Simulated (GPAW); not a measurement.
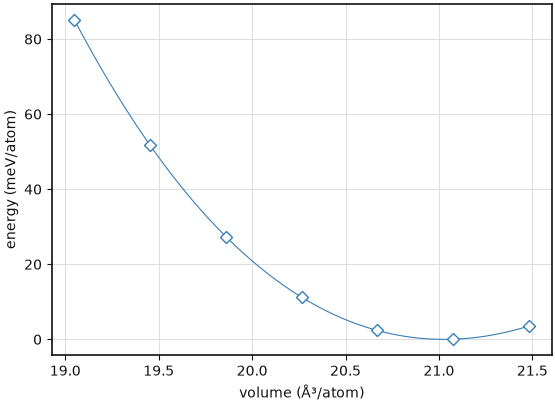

The figure shows the energy against volume for PtSe₂, space group P-3m1 (No. 164).

Structure:
```yaml
crystal:
  lattice:
    - [3.72400, 0.00000, 0.00000]
    - [-1.86200, 3.22508, 0.00000]
    - [0.00000, 0.00000, 5.06200]
  atoms:
    - { symbol: Pt, position: [0.00000, 0.00000, 0.00000] }
    - { symbol: Se, position: [0.66667, 0.33333, 0.75000] }
    - { symbol: Se, position: [0.33333, 0.66667, 0.25000] }
```

Calculation (GPAW 26.7.0): PAW DFT in plane waves, on a grid or in atomic orbitals, no spin polarisation; energies at scaled volumes of the given cell, shape and fractions fixed, counted from the fit's minimum, third-order Birch-Murnaghan fit. Level: r2SCAN.

- k mesh: 7×7×4
- occupations: Fermi–Dirac
- smearing width: 0.05 eV
- potentials: GPAW PAW data sets (gpaw data 1.2.1)
- wave cutoff: 600 eV
- program settings: basis pw

From this curve and the settings, what does the calculation give for the pressure at the same points?

The pressure falls from 15.12 GPa at volume 19.05 Å³/atom to −2.47 GPa at 21.48 Å³/atom, and changes sign near 21.02 Å³/atom.

```
volume (Å³/atom)  pressure (GPa)
           19.05           15.12
           19.45           11.29
           19.86            7.88
           20.27            4.84
           20.67            2.12
           21.08           -0.31
           21.48           -2.47
```

Limits of the calculation: spin-orbit coupling left out, heavy elements; shape and atomic fractions are frozen while scaling, which makes layered, chain and framework solids too stiff.
